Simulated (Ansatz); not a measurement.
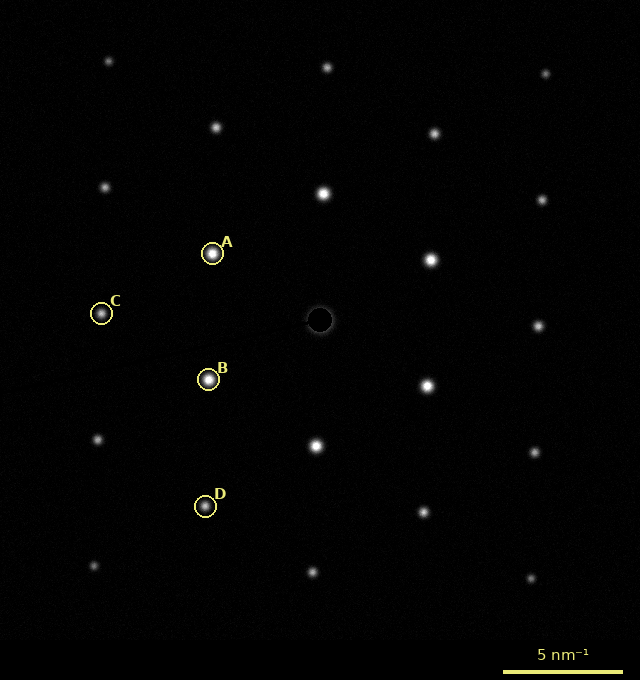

Computed electron diffraction pattern, 80 kV, single scattering only, B = 0.8 Å². The zone axis points towards the electron source and the pattern is seen from the source side.

La, space group Fm-3m (No. 225), a = 5.31 Å. Structure: the input geometry of an electronic-structure calculation (not necessarily at equilibrium); the starting structure was generated, so it need not be a known form of this composition.

```cif
data_structure
_symmetry_space_group_name_H-M 'Fm-3m'
_symmetry_Int_Tables_number 225
_cell_length_a 5.3123
_cell_length_b 5.3123
_cell_length_c 5.3123
_cell_angle_alpha 90.000
_cell_angle_beta 90.000
_cell_angle_gamma 90.000
_cell_volume 149.92
loop_
_atom_site_label
_atom_site_type_symbol
_atom_site_symmetry_multiplicity
_atom_site_Wyckoff_symbol
_atom_site_fract_x
_atom_site_fract_y
_atom_site_fract_z
_atom_site_occupancy
La1 La 4 a 0.00000 0.00000 0.00000 1
```

Spot A is indexed -2 2 0 and spot B -2 0 2.

Give hkl for C, D.

Answer. C = A + B = -4 2 2 (d = 1.084 Å). D = −A + 2B = -2 -2 4 (d = 1.084 Å).

Which zone axis is this?

Answer. The cross product of A and B is parallel to [111]; every spot obeys hu + kv + lw = 0.

What are the spacings of A and B and the angle between them?

Answer. d(A) = 1.878 Å, d(B) = 1.878 Å, and the angle is 60.0°.
